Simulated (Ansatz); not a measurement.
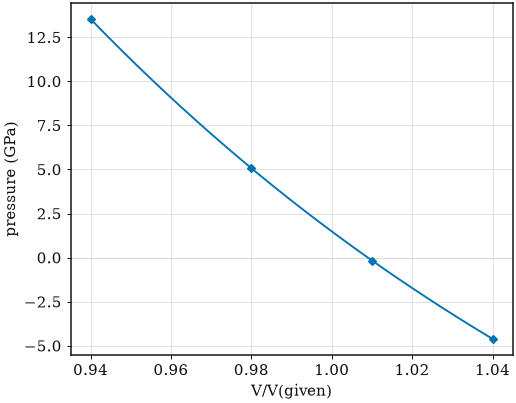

The picture above shows the pressure against V/V(given).

Computed with Ansatz 0.2.0: periodic Kohn-Sham DFT of a crystal at fixed atoms, scaled to the stated factor times the given cell; pressure positive in compression, energy less spherical unpolarised free atoms. Level: PBE.

For which of these solids was it computed?
A. MgTe, P6_3mc (No. 186), 33.0 Å³/atom
B. BaTiO₃, Pm-3m (No. 221), 12.9 Å³/atom
C. NbC, Fm-3m (No. 225), 10.6 Å³/atom

B, BaTiO₃: pressure from −4.6 GPa to 13.5 GPa. The others give: MgTe, pressure from −0.445 GPa to 3.455 GPa; NbC, pressure from −0.2 GPa to 46.0 GPa.

For BaTiO₃, limits of the calculation: field gradient without spin-orbit coupling on heavy atoms; no spin-orbit coupling on heavy atoms.

For MgTe, limits of the calculation: field gradient without spin-orbit coupling on heavy atoms; no spin-orbit coupling on heavy atoms; shape and atomic fractions are frozen while scaling, which makes layered, chain and framework solids too stiff.
